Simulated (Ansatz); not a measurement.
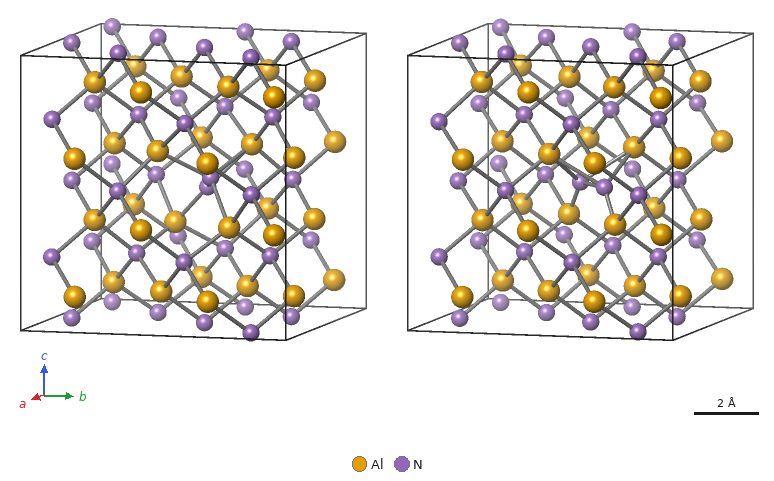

Two geometries of a defect cell of composition Al$_{32}$N$_{33}$ (cell charge +1), drawn at one scale. One is the start of a relaxation, the other its converged end. The picture is a ball-and-stick view of the cell of the calculation (origin shifted), seen slightly off an axis.

Level of theory: Ansatz 0.2.0, DFT, PBEsol, PAW, plane waves. Settings: plane-wave cutoff 420 eV; k-point mesh 1 × 1 × 1; mesh shifted by (0.25, 0.25, 0.25); no spin polarisation; atoms relaxed in a fixed cell; force threshold 0.03 eV/Å; at most 80 steps.

Q: Which one is relaxed?

A: The left one is the relaxed one. The atoms of the start lie slightly off their symmetric places, so part of the fall in energy undoes that. The largest move is that of an N atom, 0.50 Å along [−2 3 −1]. By element the largest moves are N 0.50 Å, Al 0.47 Å. The cell doesn't change. Near-neighbour distances that change, for instance: Al–N 2.064 → 2.695 Å, Al–N 1.353 → 1.966 Å, Al–N 1.337 → 1.790 Å, N–N 1.594 → 1.292 Å. Bond angles that change, for instance: Al–N–N 67.8° → 109.9°, N–Al–N 117.6° → 87.9°, Al–N–Al 97.5° → 119.9°. After 10 geometry steps the energy has fallen by 13.382 eV per cell of the calculation. The largest force component goes from 26 to 0.01 eV/Å. The run took 50 s on 7 threads of Arm Neoverse-V2, peak memory 1.2 GiB.

Limits of the set-up: the cell is charged, on a uniform background, and energies carry no finite-size correction.
